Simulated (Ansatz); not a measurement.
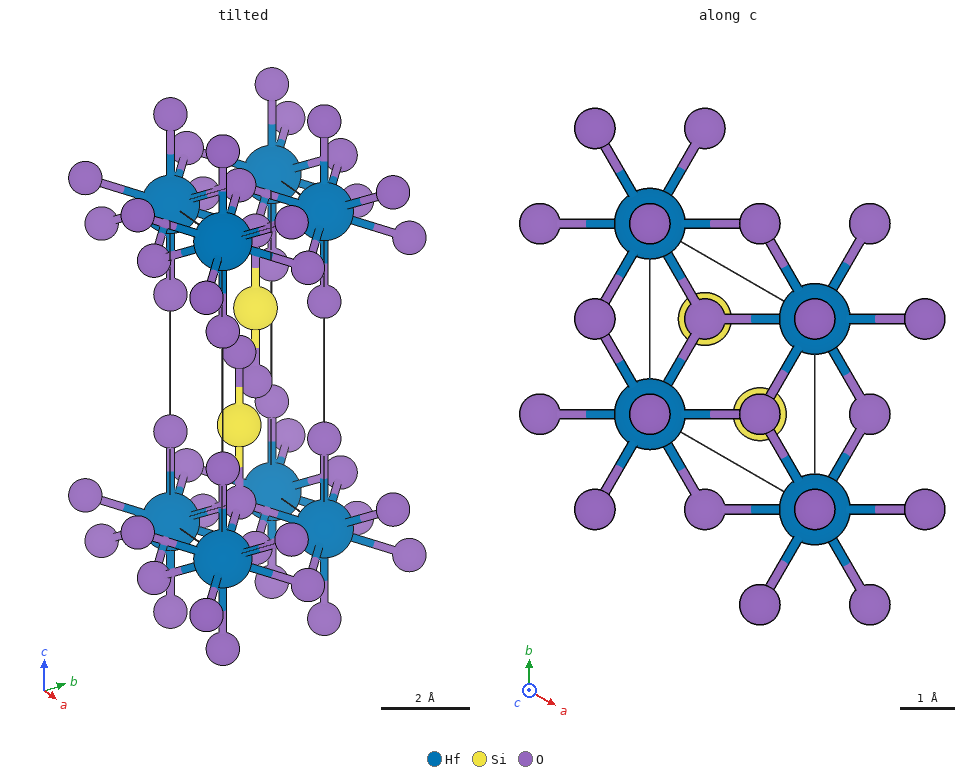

View slightly off an axis and along the c axis, drawn as a ball-and-stick model. The conventional unit cell is outlined; an atom on or near a face, edge or corner is repeated at each equivalent position. A few atoms beyond the faces are included.

HfSi$_{2}$O$_{6}$, space group P-3m1 (No. 164), a = 3.57 Å, b = 3.57 Å, c = 7.47 Å, α = 90.00°, β = 90.00°, γ = 120.00°.

Method used: Ansatz, DFT PBE, scalar-relativistic, plane waves, PAW. It ran with a 420 eV plane-wave basis, a 12×12×4 k-point mesh, Gaussian smearing of 0.02 eV, no spin polarisation.

Question: What is the electronic character?

Answer: A semiconductor at this level, with a gap of 1.90 eV on the k-mesh (the true edges may lie between mesh points, so the gap can be somewhat smaller).

Origin of the cell: a structure type filled with these elements by a generator (whether the compound takes this form wasn't checked). A relaxation with DFT PBE, scalar-relativistic, plane waves, PAW in Ansatz 0.2.0 gave the geometry drawn.
